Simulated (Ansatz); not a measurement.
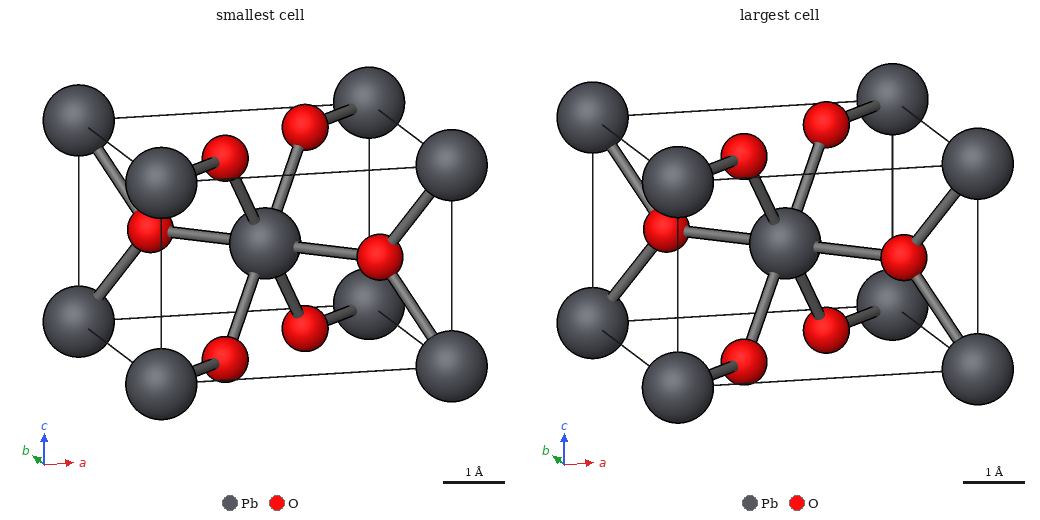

PbO2, rutile, space group P4₂/mnm (No. 136), relaxed (cell and atoms, zero pressure) with four functionals; the smallest and the largest of the relaxed conventional cells are drawn to one scale (sticks follow a distance rule). The start was a structure listed in the Materials Project.

Alike in all runs: Ansatz 0.2.0; potentials Ansatz PAW; cutoff 420 eV; k mesh 5 × 5 × 6 on the run's cell of 6 atoms; occupations fermi-dirac, width 0.05 eV; no spin polarisation; no spin-orbit coupling.

| level | volume (Å³/atom) | a (Å) | c (Å) | gap (eV) |
| --- | --- | --- | --- | --- |
| revPBE | 15.17 | 5.137 | 3.450 | 0.14 |
| RPBE | ? | ? | ? | ? |
| PBEsol | 14.19 | 4.997 | 3.411 | 0.16 |
| BLYP | 15.47 | 5.161 | 3.484 | 0.08 |

### Fill in the row of RPBE.

Volume 15.31 Å³/atom; a 5.158 Å; c 3.453 Å; gap 0.13 eV. That is between revPBE and BLYP in volume.

### Order the levels by the relaxed volume, smallest first.

PBEsol (14.19 Å³/atom), revPBE (15.17 Å³/atom), RPBE (15.31 Å³/atom), BLYP (15.47 Å³/atom). Rows within a few tenths of a per cent can't be told apart.

Gaps are the least found on the k-mesh; a mesh with odd divisions misses some points on the zone boundary, so where the band edges lie there the true gap is smaller.

Caveat: the plane-wave basis is chosen anew once the cell has moved, so the energies of steps on either side of that aren't comparable; spin-orbit coupling is left out, which shifts the gaps of compounds of heavy elements; gaps of a few tenths of an eV or less are fragile: at this level of theory the bands may already be inverted off the mesh, while the real compound's gap is often wider than semilocal functionals give.
